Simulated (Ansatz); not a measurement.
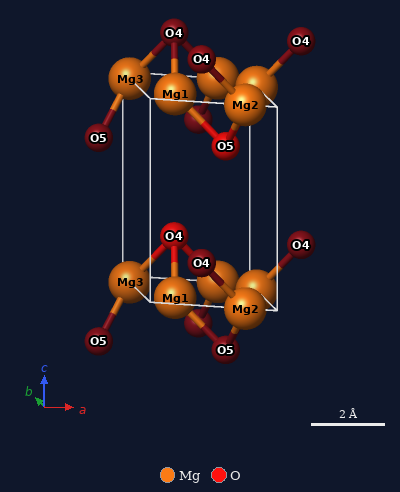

*The structure (ball-and-stick view of the cell of the calculation, seen slightly off an axis; neighbours outside the cell are drawn fainter; atoms are numbered from 1 in the order of the input).*

**Mg$_{3}$O$_{2}$: single-point calculation**

- system: Mg$_{3}$O$_{2}$ (P321, 5 atoms in the cell)
- method: DFT PBE, scalar-relativistic, plane waves, PAW, spin-polarised (Ansatz 0.2.0)

The structure was made by swapping elements on the sites of another compound; it need not be a known phase. It belongs to a series of runs on one base structure; here: anti-La2O3 type (P321, No. 150). Figures and captions count atoms from 1; the log counts them from 0 in places.

### Log
```
Engine: ansatz 0.2.0, x86_64-unknown-linux-gnu
Pseudopotentials: kind: paw
Pseudopotential: Mg, paw, valence charge 10, recommended cutoff 420 eV (normal), Mg.paw.azcp
Pseudopotential: O, paw, valence charge 6, recommended cutoff 420 eV (normal), O.paw.azcp
Functional definition: PBE
  parameter kappa = 0.804
  parameter beta = 0.06672455060314922
  exchange = pbe_x(kappa = kappa, mu = beta*pi^2/3)
  correlation = pbe_c(beta = beta)
Crystal: 5 atoms, lattice volume = 66.856 Å³
Basis set: ecut = 420 eV, 1315 PW (Γ), exchange–correlation on 50×50×80 points (8 copies of the dense FFT grid, shifted against one another)
Bands: 27, of which v1, the nominal top of the filled ones, is band 21 counted from 1 (20 counted from 0)
Symmetry: 6 space group operations
Space group: P321 (ITA 150), of the structure as read, at distance tolerance 4.1e-5 Å
Magnetic group: BNS 150.25 (UNI 1255), of the structure as read, at distance tolerance 4.1e-5 Å
k-points: 24 of 144 (time reversal used)
Non-local potential: Mg, projectors of the file, l = 0: 3, l = 1: 2, l = 2: 1
Non-local potential: O, projectors of the file, l = 0: 2, l = 1: 2, l = 2: 1
PAW form: soft (Blöchl's): semilocal exchange-correlation on the pseudo side does not see the compensation charge
PAW one-centre angular grid: Mg, 110 points (default); XC on 64 Gauss nodes
PAW one-centre angular grid: O, 110 points (default); XC on 64 Gauss nodes
Initial density: superposition of atomic densities (chi_scale 0.1, normalization cell, long waves kept (reshape's long-wave potential 0.66 eV rms))
Starting moments: Σ|m| = 2 μB on 2 of 5 sites
Initial wavefunctions: pseudopotential atomic-orbital guess
Functional: x = pbe(κ = 0.804, μ = 0.2195149727645171), c = pbe(β = 0.06672455060314922)
SCF iter   1: F=—  HF=-6888.625380 eV  |F-HF|=—  |Δ(HF+E_count)|=         —  Δρ=1.26e-1 (↑1.26e-1 ↓6.80e-2)  dr2=4.18e1  dr2_m=8.11e-1  M=0.389 μB ∫|m|=0.813 μB  β_m=0.30  ethr=3.10e-3  ⟨swp⟩=9.4  Hψ=8094  notcnv=0
preconditioner: auto → none  [metal: Δε(μ)=0.117 eV  Ē_g=10.208 eV  σ=0.100 eV  W_gap=0.48  n_scr=22 (ndim 8)  ℏωp=19.3 eV  f_vac=0.182  D(μ)=2.75/eV (n_scr^D=22)  sad-step TF]
SCF iter   2: F=—  HF=-6883.298468 eV  |F-HF|=—  |Δ(HF+E_count)|=    5.33e0  Δρ=4.45e-2 (↑4.45e-2 ↓3.62e-2)  dr2=6.88e0  dr2_m=5.15e-1  M=0.222 μB ∫|m|=0.613 μB  β_m=0.30  ethr=3.10e-3  ⟨swp⟩=4.8  Hψ=3543  notcnv=0  defer=55
preconditioner: auto → Resta (q_TF=auto, 2.525 Å⁻¹)  ε∞=4.0  [insulator: Δε(μ)=0.120 eV  Ē_g=11.047 eV  σ=0.100 eV  W_gap=0.56  n_scr=22 (ndim 8)  ℏωp=19.3 eV  f_vac=0.166  D(μ)=2.08/eV (n_scr^D=22)  ε∞_Penn≈4.0]
spin=Collinear: Resta preconditioning applied to the charge; magnetization (m = ρ↑ − ρ↓) channel mixes plain (no charge-response kernel on spin).
SCF iter   3: F=—  HF=-6882.309480 eV  |F-HF|=—  |Δ(HF+E_count)|=   9.89e-1  Δρ=3.42e-2 (↑2.25e-2 ↓3.42e-2)  dr2=2.51e0  dr2_m=3.21e-1  M=0.210 μB ∫|m|=0.473 μB  β_m=0.30  ethr=3.10e-3  ⟨swp⟩=2.9  Hψ=2047  notcnv=0  defer=54
SCF iter   4: F=—  HF=-6881.479935 eV  |F-HF|=—  |Δ(HF+E_count)|=   8.30e-1  Δρ=2.03e-2 (↑2.03e-2 ↓1.66e-2)  dr2=1.39e-1  dr2_m=1.69e-1  M=0.366 μB ∫|m|=0.441 μB  β_m=0.30  ethr=3.10e-3  ⟨swp⟩=5.1  Hψ=3034  notcnv=0  defer=54
SCF iter   5: F=—  HF=-6881.513622 eV  |F-HF|=—  |Δ(HF+E_count)|=   3.37e-2  Δρ=1.52e-2 (↑1.33e-2 ↓1.52e-2)  dr2=6.86e-2  dr2_m=1.17e-1  M=0.307 μB ∫|m|=0.369 μB  β_m=0.30  ethr=3.32e-4  ⟨swp⟩=2.9  Hψ=2879  notcnv=0  defer=57
SCF iter   6: F=—  HF=-6881.543713 eV  |F-HF|=—  |Δ(HF+E_count)|=   3.01e-2  Δρ=1.17e-2 (↑1.17e-2 ↓1.06e-2)  dr2=1.03e-2  dr2_m=7.32e-2  M=0.305 μB ∫|m|=0.349 μB  β_m=0.30  ethr=1.63e-4  ⟨swp⟩=2.0  Hψ=2488  notcnv=0  defer=57
SCF iter   7: F=—  HF=-6881.564575 eV  |F-HF|=—  |Δ(HF+E_count)|=   2.09e-2  Δρ=1.04e-2 (↑7.75e-3 ↓1.04e-2)  dr2=7.88e-3  dr2_m=4.98e-2  M=0.271 μB ∫|m|=0.307 μB  β_m=0.30  ethr=2.45e-5  ⟨swp⟩=2.6  Hψ=2497  notcnv=0  defer=57
Mixer restart at iter 7: flushing history
spin-set hold released at iteration 7 (site moments contracting): the magnetisation degrees of freedom join the quasi-Newton model from the next iteration; the mixer history was flushed
SCF iter   8: F=—  HF=-6881.574248 eV  |F-HF|=—  |Δ(HF+E_count)|=   9.67e-3  Δρ=7.59e-3 (↑6.93e-3 ↓7.59e-3)  dr2=3.38e-3  dr2_m=3.20e-2  M=0.266 μB ∫|m|=0.293 μB  β_m=0.65  ethr=1.88e-5  ⟨swp⟩=1.5  Hψ=1451  notcnv=0  defer=57
SCF iter   9: F=—  HF=-6881.596537 eV  |F-HF|=—  |Δ(HF+E_count)|=   2.23e-2  Δρ=4.32e-3 (↑8.37e-4 ↓4.32e-3)  dr2=1.78e-2  dr2_m=1.95e-3  M=0.229 μB ∫|m|=0.235 μB  β_m=0.54  ethr=8.06e-6  ⟨swp⟩=3.4  Hψ=2459  notcnv=0  defer=57
SCF iter  10: F=—  HF=-6881.594545 eV  |F-HF|=—  |Δ(HF+E_count)|=   1.99e-3  Δρ=6.81e-4 (↑6.81e-4 ↓4.67e-4)  dr2=1.13e-4  dr2_m=1.64e-4  M=0.244 μB ∫|m|=0.247 μB  β_m=0.77  ethr=8.06e-6  ⟨swp⟩=2.5  Hψ=1894  notcnv=0  defer=57
SCF iter  11: F=—  HF=-6881.595087 eV  |F-HF|=—  |Δ(HF+E_count)|=   5.42e-4  Δρ=3.74e-4 (↑3.43e-4 ↓3.74e-4)  dr2=2.73e-5  dr2_m=7.32e-5  M=0.266 μB ∫|m|=0.268 μB  β_m=0.88  ethr=2.68e-7  ⟨swp⟩=3.1  Hψ=2370  notcnv=0  defer=57
SCF iter  12: F=—  HF=-6881.595439 eV  |F-HF|=—  |Δ(HF+E_count)|=   3.52e-4  Δρ=3.61e-4 (↑3.27e-4 ↓3.61e-4)  dr2=3.49e-5  dr2_m=6.56e-5  M=0.293 μB ∫|m|=0.295 μB  β_m=0.61  ethr=6.49e-8  ⟨swp⟩=3.0  Hψ=2601  notcnv=0  defer=57
SCF iter  13: F=—  HF=-6881.596257 eV  |F-HF|=—  |Δ(HF+E_count)|=   8.18e-4  Δρ=2.15e-4 (↑1.83e-4 ↓2.15e-4)  dr2=6.82e-6  dr2_m=2.30e-5  M=0.361 μB ∫|m|=0.363 μB  β_m=0.97  ethr=6.49e-8  ⟨swp⟩=4.1  Hψ=2792  notcnv=0  defer=57
SCF iter  14: F=—  HF=-6881.596463 eV  |F-HF|=—  |Δ(HF+E_count)|=   2.06e-4  Δρ=3.07e-4 (↑3.07e-4 ↓2.16e-4)  dr2=1.23e-4  dr2_m=1.69e-5  M=0.445 μB ∫|m|=0.448 μB  β_m=0.99  ethr=1.62e-8  ⟨swp⟩=4.6  Hψ=3766  notcnv=0  defer=57  recentre
SCF iter  15: F=—  HF=-6881.596504 eV  |F-HF|=—  |Δ(HF+E_count)|=   4.10e-5  Δρ=9.28e-5 (↑7.64e-5 ↓9.28e-5)  dr2=2.06e-6  dr2_m=3.88e-6  M=0.397 μB ∫|m|=0.400 μB  β_m=0.99  ethr=1.62e-8  ⟨swp⟩=4.4  Hψ=3560  notcnv=0  defer=56
SCF iter  16: F=—  HF=-6881.596552 eV  |F-HF|=—  |Δ(HF+E_count)|=   4.85e-5  Δρ=5.07e-5 (↑5.07e-5 ↓2.53e-5)  dr2=2.71e-6  dr2_m=3.37e-7  M=0.417 μB ∫|m|=0.420 μB  β_m=0.98  ethr=4.90e-9  ⟨swp⟩=4.1  Hψ=3305  notcnv=0  defer=56
SCF iter  17: F=—  HF=-6881.596552 eV  |F-HF|=—  |Δ(HF+E_count)|=   1.42e-7  Δρ=4.98e-5 (↑4.98e-5 ↓3.07e-5)  dr2=3.08e-6  dr2_m=3.81e-7  M=0.423 μB ∫|m|=0.426 μB  β_m=0.99  ethr=4.90e-9  ⟨swp⟩=3.0  Hψ=2548  notcnv=0  defer=56
SCF iter  18: F=—  HF=-6881.596553 eV  |F-HF|=—  |Δ(HF+E_count)|=   7.26e-7  Δρ=2.94e-5 (↑2.94e-5 ↓2.16e-5)  dr2=1.15e-6  dr2_m=1.64e-7  M=0.423 μB ∫|m|=0.426 μB  β_m=0.99  ethr=4.90e-9  ⟨swp⟩=2.0  Hψ=1570  notcnv=0  defer=56
iter 19 did not close the SCF: its close was put off for a magnetic moment that had not settled (scf_convergence_deferred on its scf_iter line)
SCF iter  19: F=-6881.596554 eV  HF=-6881.596554 eV  |F-HF|=4.52e-9  |Δ(HF+E_count)|=   8.18e-7  Δρ=3.10e-6 (↑2.70e-6 ↓3.10e-6)  dr2=7.44e-9  dr2_m=3.58e-9  M=0.421 μB ∫|m|=0.424 μB  β_m=1.00  ethr=2.38e-10  ⟨swp⟩=12.4  Hψ=8270  notcnv=0
iter 20 did not close the SCF: its close was put off for a magnetic moment that had not settled (scf_convergence_deferred on its scf_iter line)
SCF iter  20: F=-6881.596554 eV  HF=-6881.596554 eV  |F-HF|=6.35e-10  |Δ(HF+E_count)|=   1.12e-8  Δρ=2.51e-6 (↑2.51e-6 ↓1.87e-6)  dr2=8.42e-9  dr2_m=1.24e-9  M=0.420 μB ∫|m|=0.423 μB  β_m=1.00  ethr=1.77e-11  ⟨swp⟩=2.6  Hψ=5121  notcnv=0
iter 21 did not close the SCF: its close was put off for a magnetic moment that had not settled (scf_convergence_deferred on its scf_iter line)
SCF iter  21: F=-6881.596554 eV  HF=-6881.596554 eV  |F-HF|=2.73e-11  |Δ(HF+E_count)|=   7.61e-9  Δρ=1.04e-6 (↑1.04e-6 ↓8.45e-7)  dr2=1.51e-9  dr2_m=2.41e-10  M=0.420 μB ∫|m|=0.423 μB  β_m=1.00  ethr=1.77e-11  ⟨swp⟩=2.0  Hψ=4542  notcnv=0
SCF iter  22: F=-6881.596554 eV  HF=-6881.596554 eV  |F-HF|=1.64e-11  |Δ(HF+E_count)|=   2.01e-9  Δρ=2.05e-7 (↑2.05e-7 ↓1.57e-7)  dr2=4.74e-11  dr2_m=1.10e-11  M=0.420 μB ∫|m|=0.423 μB  ethr=3.59e-12  ⟨swp⟩=1.4  Hψ=3769  notcnv=0
SCF 1 converged in 22 iterations: F = -6881.596554 eV  dr2 = 4.74e-11
  greatest PAW one-centre occupation: 1.006 electrons in one spin orbital (limit 2), on the Mg atom at site 1 (counted from 0), in its partial waves of l = 1
```

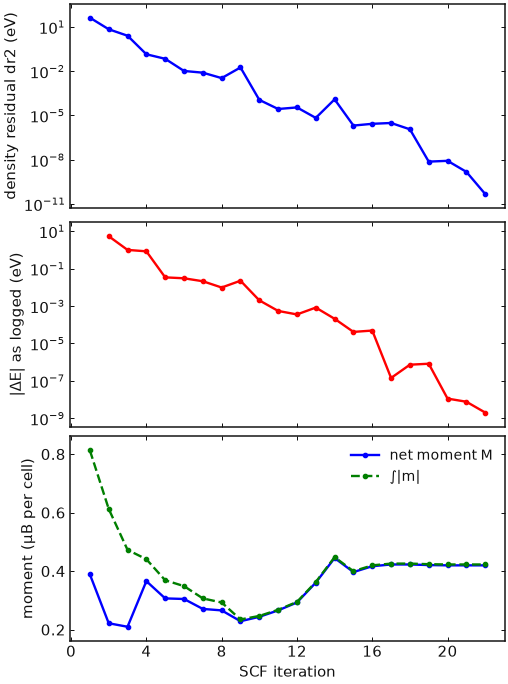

*Convergence of the self-consistent field: density residual dr2, size of the energy change and magnetic moment against the SCF iteration.*

The residual falls unevenly and jumps up by a factor of two or more 2 times on the way down. The net moment starts and ends at 0.4 μB per cell.

```
SCF converged after 22 iterations
Magnetization: 0.4201 μB (21.2100 up, 20.7900 down)
Absolute magnetization: 0.4232 μB (∫|ρ↑−ρ↓|, with the PAW one-centre terms)
Spin contamination: 0.0092 ħ² per cell (⟨S²⟩ above its minimum at these occupations)
Per-site moments (μB) at R_I (Å): [(0.01757648739264265, 0.6561584251966939), (0.017576487392642694, 0.656158425196694), (0.017576487392642698, 0.6561584251966939), (0.04545079984608804, 0.8263747493470002), (0.04545079984608791, 0.8263747493470002)]
Free energy (F): -6881.596554 eV
Harris-Foulkes:  -6881.596554 eV  (|F-HF|=1.64e-11)
Internal energy: -6881.581893 eV  (E = F + TS)
E sigma→0 (E₀):  -6881.589224 eV
Entropy (-TS):   -0.014661 eV (-2.932 meV/atom)
Fermi energy:    7.417224 eV
--- Per-component energies (eV) ---
  E_band       = -1162.005361
  E_kinetic    = 595.275149
  E_local      = -7876.982145  (includes V_loc(G=0)·N_el)
  E_nonlocal   = 396.308964
  E_hartree    = 3086.542896
  E_xc         = -243.289547
  E_vxc        = -312.275722  (∫ρ·V_xc dr)
  E_paw        = -1185.076278  (= ΣΔE_a)
  E_vpaw       = -137.422452  (= ΣTr[D̂ρ^β])
  E_aug_tail   = 0.004637  (compensation charges beyond the density's cutoff)
  E_ewald      = -1654.365569
  E_smearing   = -0.014661  (= −TS)
  E_closure    = 0.000000  (closes the sum)
  Σ components = -6881.596554   (vs F -6881.596554, Δ=0.00e0)
--- Forces (eV/Å), atoms counted from 1 ---
  atom   1  Mg    12.74795534    22.08010634    -0.00000000
  atom   2  Mg   -25.49591067    -0.00000000     0.00000000
  atom   3  Mg    12.74795534   -22.08010634     0.00000000
  atom   4  O      0.00000000     0.00000000    -2.76695139
  atom   5  O     -0.00000000    -0.00000000     2.76695139
  max |Σ_I F_I| component: 3.56e-15 eV/Å
--- Stress (GPa, compression-positive) ---
      132.449076       0.000000       0.000000
        0.000000     132.449076      -0.000000
        0.000000      -0.000000     -18.799674
  P = ⅓ Tr σ = 82.0328 GPa (820.328 kbar)
--- Band table (eV; the first three rows and the last of 48) ---
  k-point 0 ↑: bands = ["-74.2784", "-72.6756", "-72.6756", "-42.4138", "-40.8327", "-40.8327", "-39.9172", "-39.1053", "-39.1053", "-38.8557", "-38.6613", "-38.6613", "-12.0171", "-11.4963", "-0.2105", "3.0535", "3.0535", "3.3577", "3.4047", "3.4047", "4.7693", "6.5318", "10.3840", "11.0303", "11.0303", "12.3019", "13.5498"]
  k-point 1 ↑: bands = ["-74.2784", "-72.6756", "-72.6756", "-42.4138", "-40.8327", "-40.8327", "-39.9172", "-39.1053", "-39.1053", "-38.8557", "-38.6613", "-38.6613", "-11.9926", "-11.5243", "-0.1607", "3.0613", "3.0637", "3.0780", "3.3777", "3.3979", "5.1234", "6.5048", "10.4146", "10.9977", "11.0388", "12.1918", "13.8921"]
  k-point 2 ↑: bands = ["-74.2783", "-72.6756", "-72.6756", "-42.4138", "-40.8327", "-40.8327", "-39.9172", "-39.1053", "-39.1053", "-38.8557", "-38.6613", "-38.6613", "-11.9648", "-11.5555", "-0.1075", "2.8346", "3.0877", "3.0877", "3.3697", "3.3697", "5.4339", "6.4550", "10.4456", "11.0064", "11.0064", "12.1179", "14.7050"]
  k-point 23 ↓: bands = ["-74.1893", "-72.6653", "-72.6653", "-42.2822", "-40.7487", "-40.7487", "-39.8177", "-39.0888", "-39.0888", "-38.7772", "-38.7772", "-38.7107", "-11.4629", "-11.4629", "1.0892", "1.0892", "1.1151", "2.4214", "3.2242", "3.2242", "7.8477", "8.3526", "8.3526", "10.1399", "12.9520", "13.8276", "13.8276"]
--- Löwdin populations: 5 sites ---
  site symbol       q [e]    m [muB]
     0     Mg      8.8732     0.0424
     1     Mg      8.8732     0.0424
     2     Mg      8.8732     0.0424
     3      O      7.2095     0.0439
     4      O      7.2095     0.0439
  spilling = 0.022894 (of n_electrons = 42.000000)
```

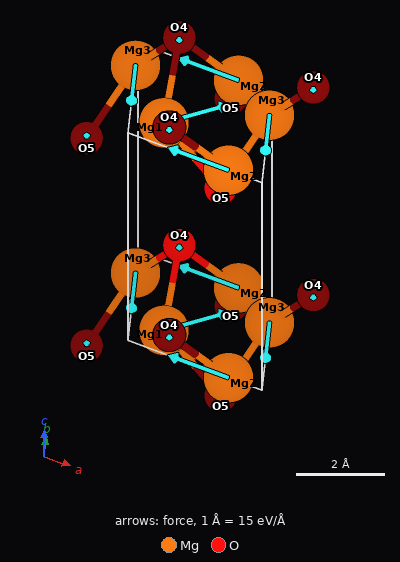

*Forces on the atoms as teal arrows (ball-and-stick view of the cell of the calculation, seen at an oblique angle; neighbours outside the cell are drawn fainter; atoms are numbered from 1 in the order of the input).*

The largest act on all 3 Mg atoms (25.50 eV/Å). The geometry is not a stationary point of this energy.

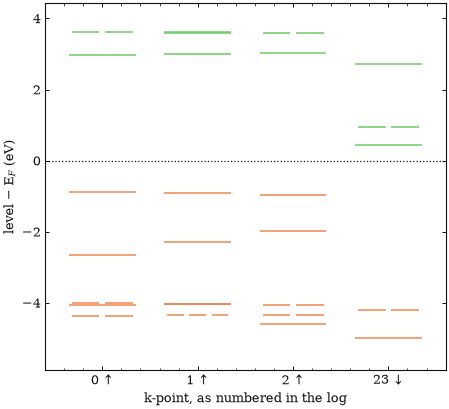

*Kohn–Sham levels near the Fermi level (dotted) at the few k-points that the log prints; levels within 0.02 eV of each other stand side by side.*

The system is metallic on the full mesh.

This output came from the following input.

### The input
```yaml
crystal:
  lattice:
    - [3.6735344816, 0.0, 0.0]
    - [-1.8367672408, 3.1813741828, 0.0]
    - [0.0, 0.0, 5.7206184793]
  atoms:
    - { symbol: Mg, position: [0.25, 0.25, 0.0] }
    - { symbol: Mg, position: [0.75, 0.0, 0.0] }
    - { symbol: Mg, position: [0.0, 0.75, 0.0] }
    - { symbol: O, position: [0.3333333333, 0.6666666667, 0.25], spin: 1.0 }
    - { symbol: O, position: [0.6666666667, 0.3333333333, 0.75], spin: 1.0 }
basis:
  ecutwfc: 420
kpoints:
  mp_grid: { grid: [6, 6, 4] }
hamiltonian:
  xc: pbe
scf:
  occupations: { method: gaussian, width: 0.1 }
  lower_state_search: "off"
output:
  forces: true
  stress: true
  eigenvalues: true
  populations: true
magnetization:
  spin_polarized: true
```

Command:
```bash
ansatz run input.yaml --threads 1 --pin off --max-ram 2560MiB --backend cpu --events-out ev --progress --plain --runs-dir out
```

### Summary

```csv
quantity,value
outcome,converged
space group (tolerance 0.01 Å),P321 (150)
electrons treated,42
free energy,−6881.5966 eV
Fermi energy,7.417 eV
gap on the k-point mesh,none (metallic)
net moment of the cell,0.42 μB
integrated absolute moment,0.42 μB
pressure,82.03 GPa
largest force (length of the vector),25.496 eV/Å
hardware,"1 thread of Intel Xeon @ 2.50GHz (Skylake/Cascade Lake), 192 GiB of memory available, shared host"
wall time,26 s
peak memory,0.41 GiB
```
